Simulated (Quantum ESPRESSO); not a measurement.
# A series of single points on La

System: La (2 atoms in the cell).
Method: Kohn-Sham DFT of a periodic cell, PBE, SSSP 1.3 efficiency PBE, no spin polarisation (Quantum ESPRESSO 7.5).

The 7 runs differ only in the geometry, by an even scaling of the cell at fixed fractional positions. The structure derives from an entry of the Crystallography Open Database.

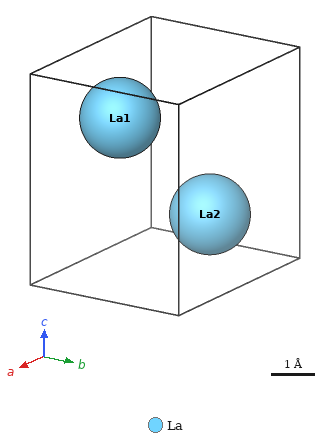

Figure 1. The structure of run 4 (spheres-only view of the cell of the calculation, seen at an oblique angle; atoms are numbered from 1 in the order of the input).

**Input of run 4**
```
&CONTROL
  calculation = 'scf'
  prefix = 'pwscf'
  outdir = './tmp'
  pseudo_dir = './pseudo'
  tprnfor = .true.
  tstress = .true.
  disk_io = 'nowf'
/
&SYSTEM
  ibrav = 0
  nat = 2
  ntyp = 1
  ecutwfc = 55
  ecutrho = 440
  nbnd = 18
  occupations = 'smearing'
  smearing = 'fd'
  degauss = 0.00367493
/
&ELECTRONS
  conv_thr = 4d-10
  electron_maxstep = 120
  mixing_beta = 0.5
/
ATOMIC_SPECIES
La   138.9055 La.paw.z_11.atompaw.wentzcovitch.v1.2.upf
CELL_PARAMETERS angstrom
   3.7500000000    0.0000000000    0.0000000000
  -1.8750000000    3.2475952642    0.0000000000
   0.0000000000    0.0000000000    6.0700000000
ATOMIC_POSITIONS crystal
La     0.6666666667    0.3333333333    0.7500000000
La     0.3333333333    0.6666666667    0.2500000000
K_POINTS automatic
8 8 5 0 0 0
```

Command:
```bash
OMP_NUM_THREADS=1 pw.x -in pw.in > pw.out
```

Run 2 differs from it as follows:
```diff
-   3.7500000000    0.0000000000    0.0000000000
-  -1.8750000000    3.2475952642    0.0000000000
-   0.0000000000    0.0000000000    6.0700000000
+   3.6993181115    0.0000000000    0.0000000000
+  -1.8496590557    3.2037034612    0.0000000000
+   0.0000000000    0.0000000000    5.9879629165
```

**Results, with one run withheld**

```csv
run,volume per atom (Å³),"free energy per atom, from the lowest run given (meV)",pressure (GPa)
1,34.744,25.59,2.56
2,35.483,?,?
3,36.222,7.49,1.37
4,36.962,2.48,0.81
5,37.701,0.02,0.26
6,38.440,0.00,−0.25
7,39.179,2.26,−0.73
```

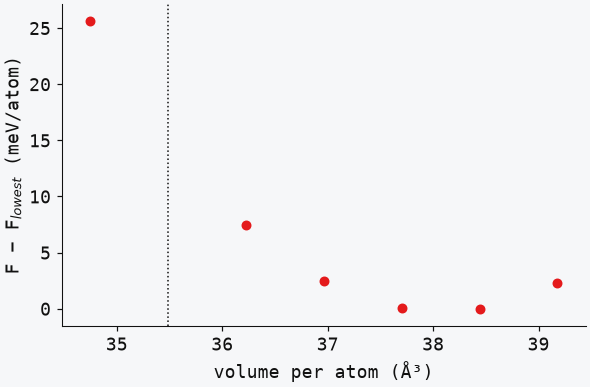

Figure 2. Free energy per atom of the runs given; the dotted line marks run 2.

Estimate the energy of run 2 from the others.

A cubic polynomial in V^(−2/3) (the Birch–Murnaghan form), fitted to the 6 runs given, misses them by at most 0.01 meV per atom. With x = V^(−2/3) − 0.08980 Å⁻², it reads F = 1.5758 + 2542.4 x + 8.4982e+05 x² − 1.2348e+07 x³ (meV per atom). At run 2 it gives 15.15 meV per atom, and the run itself gives 15.17. The slope of the fit gives a pressure −dF/dV of 1.96 GPa there, and the run prints 1.96 GPa. The fit has its minimum at 38.079 Å³ per atom, where V d²F/dV² gives 26.4 GPa. Cell shape and fractional positions are held, so this is the stiffness under even scaling; the relaxed bulk modulus wasn't computed.

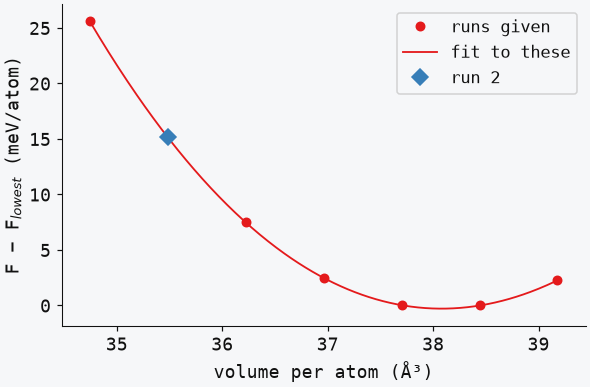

Figure 3. The fit and the withheld run.

**Some lines of the output (run 2)**
```
[...]
     total energy              =    -916.45326662 Ry
     total energy              =    -916.45327393 Ry
     total energy              =    -916.45327053 Ry
     total energy              =    -916.45327184 Ry
     total energy              =    -916.45327204 Ry
     total energy              =    -916.45327208 Ry
     total energy              =    -916.45327210 Ry
     total energy              =    -916.45327209 Ry
     total energy              =    -916.45327207 Ry
     the Fermi energy is    11.7338 ev
!    total energy              =    -916.45327208 Ry
     The total energy is F=E-TS. E is the sum of the following terms:
     Computing stress (Cartesian axis) and pressure
          total   stress  (Ry/bohr**3)                   (kbar)     P=       19.57
```

Notes on the run: negative rho.
